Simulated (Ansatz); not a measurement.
## Electronic structure of C in real space

Input

```
crystal:
  lattice:
    - [0.0, 1.78337, 1.78337]
    - [1.78337, 0.0, 1.78337]
    - [1.78337, 1.78337, 0.0]
  atoms:
    - { symbol: C, position: [0.75, 0.75, 0.75] }
    - { symbol: C, position: [0.5, 0.5, 0.5] }
hamiltonian:
  xc: pbe0
  pseudopotentials: { kind: paw }
kpoints:
  mp_grid: { grid: [7, 7, 7] }
scf:
  occupations: { method: fermi_dirac, width: 0.05 }
output:
  forces: true
  stress: true
  eigenvalues: true
  write_density: true
  write_potential: true
  elf: true
  volumetric_format: npy
relax:
  f_tol: 0.01
  max_steps: 40
  cell: { stress_tol: 0.05 }
```

Run with:

```sh
ansatz run input.yaml --threads 2 --pin off --max-ram 5632MiB --backend cpu --events-out ev --progress --plain --runs-dir out
```

Below, planes, directions and counts refer to the conventional cell (a = 3.55 Å, b = 3.55 Å, c = 3.55 Å, α = 90.00°, β = 90.00°, γ = 90.00°).

The fields are those of the relaxed geometry.

Space group Fd-3m.

The calculation used Kohn-Sham DFT of a periodic cell, PBE0, Ansatz PAW (Ansatz).

The density is the valence pseudo-density of a PAW calculation; it isn't the true density close to the nuclei.

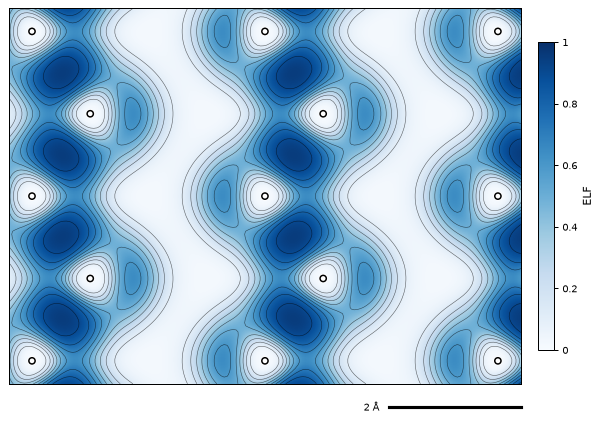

Figure 1. ELF on the (110) plane of the conventional cell. Circles mark the nuclei in the plane (C).

> What do the fields say about this system?

Atoms in the plane: C. C–C (1.54 Å): the ELF peaks at about 0.95 between the atoms, as expected for localised, covalent bonding.

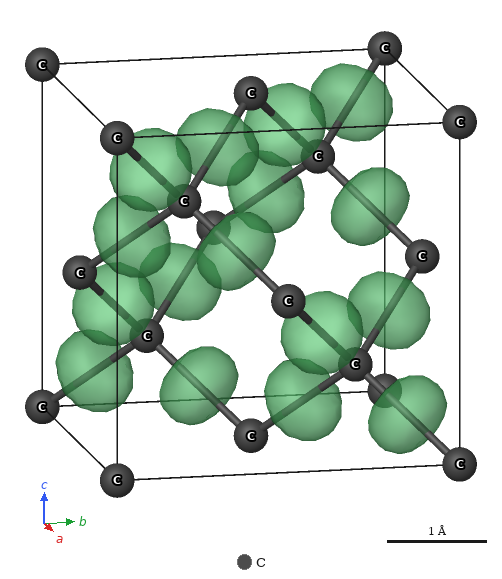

Figure 2. Isosurface of the ELF at 0.8 (green), seen slightly off an axis. Only the valence region is drawn (cores and ρ < 0.01 e/Å³ removed). Sticks mark near contacts.

> Describe the localisation domains.

The ELF exceeds this value in 16 regions between bonded C–C atoms (shared pairs), counted in one cell of 8 atoms. Any copies at cell faces, edges or corners count once.

> Metal or insulator at this level of theory?

It is gapped, with a Kohn–Sham gap of 6.2 eV on the k-point mesh, an upper bound to the gap of this method.
